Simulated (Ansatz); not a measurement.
SiW7

```
Si W
1.0
     3.19527    0.00000    0.00000
     0.00000    3.19527    0.00000
     0.00000    0.00000   12.28344
Si W
1 7
Cartesian
  0.0000 0.0000 0.0000
  0.0000 0.0000 2.9758
  1.5976 1.5976 4.5659
  1.5976 1.5976 10.8527
  1.5976 1.5976 1.4308
  0.0000 0.0000 9.3077
  1.5976 1.5976 7.7176
  0.0000 0.0000 6.1417
```

Space group P4/mmm; a generated structure, not necessarily the stable one.

Method: DFT PBE, spin-orbit coupling, plane waves, PAW in Ansatz.

The density is the valence pseudo-density of a PAW calculation; it isn't the true density close to the nuclei.

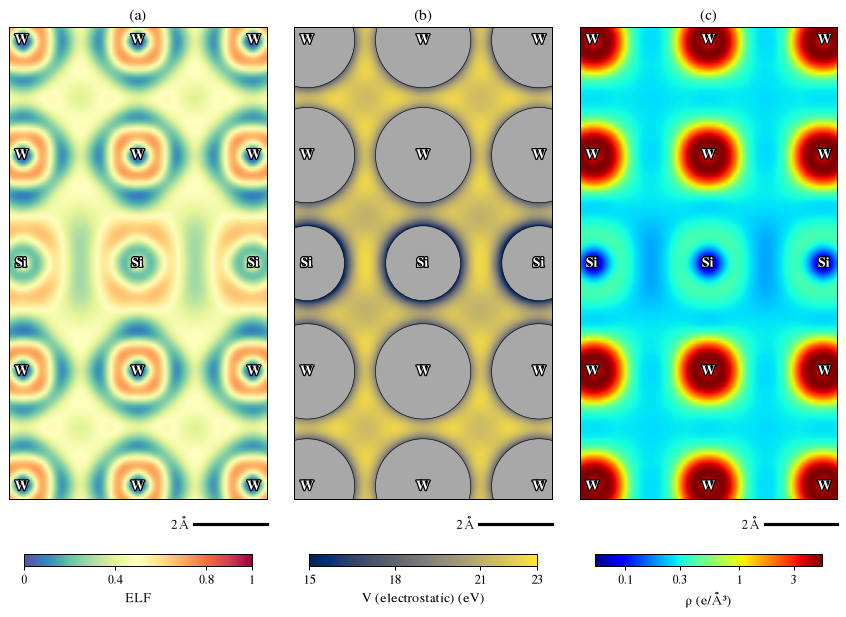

Figure 1. (a) electron localisation function; (b) electrostatic potential (local pseudopotential plus Hartree) felt by an electron; (c) valence electron density on the (100) plane of the conventional cell. Grey discs cover the atomic cores in the potential map.

What does the map show?

Answer. The plane passes through Si and W nuclei. Si–W (2.98 Å): the density is about 0.25 e/Å³ at the midpoint; the ELF peaks at about 0.65 in the valence shell of Si, 0.9 Å from its nucleus, and is about 0.30 at the midpoint. Between the atoms the lowest density in this plane is 0.2 e/Å³. The features right at W lie inside the PAW spheres, where the map follows smoothed inner orbitals and isn't to be read closely. Outside the cores the potential energy rises away from the atoms and is highest about 1.6 Å from the nearest atoms; its zero is arbitrary.

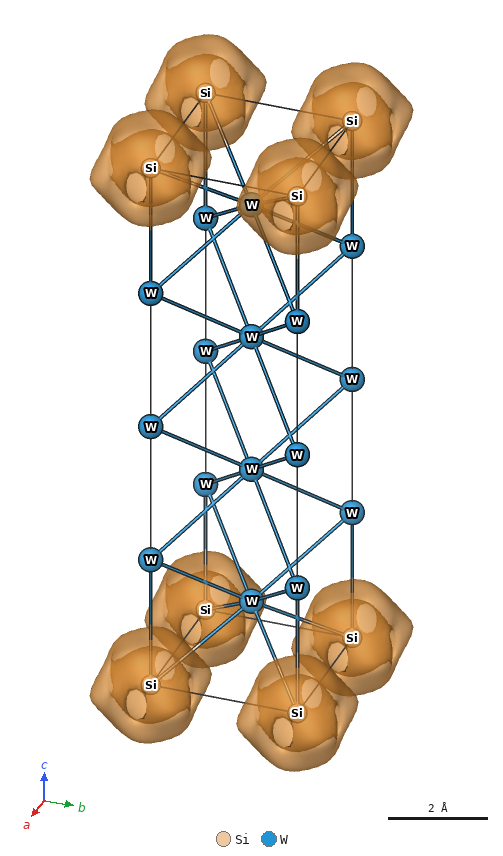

Figure 2. Isosurface of the ELF at 0.6 (orange), seen at an oblique angle. Only the valence region is drawn (cores and ρ < 0.01 e/Å³ removed). Sticks mark near contacts.

Describe the localisation domains.

Answer. At this value the surface marks out one region wrapped around Si (its valence shell), counted in one cell of 8 atoms. Any copies at cell faces, edges or corners count once. Along the contacts the grid gives the following. Si–W (2.67 Å): the ELF peaks at about 0.70 in the valence shell of Si, 0.9 Å from its nucleus, and is about 0.40 at the midpoint. W–W (2.74 Å): the ELF is about 0.40 at the midpoint.

Metal or insulator at this level of theory?

Answer. It is gapless in this calculation (a metal or semimetal).
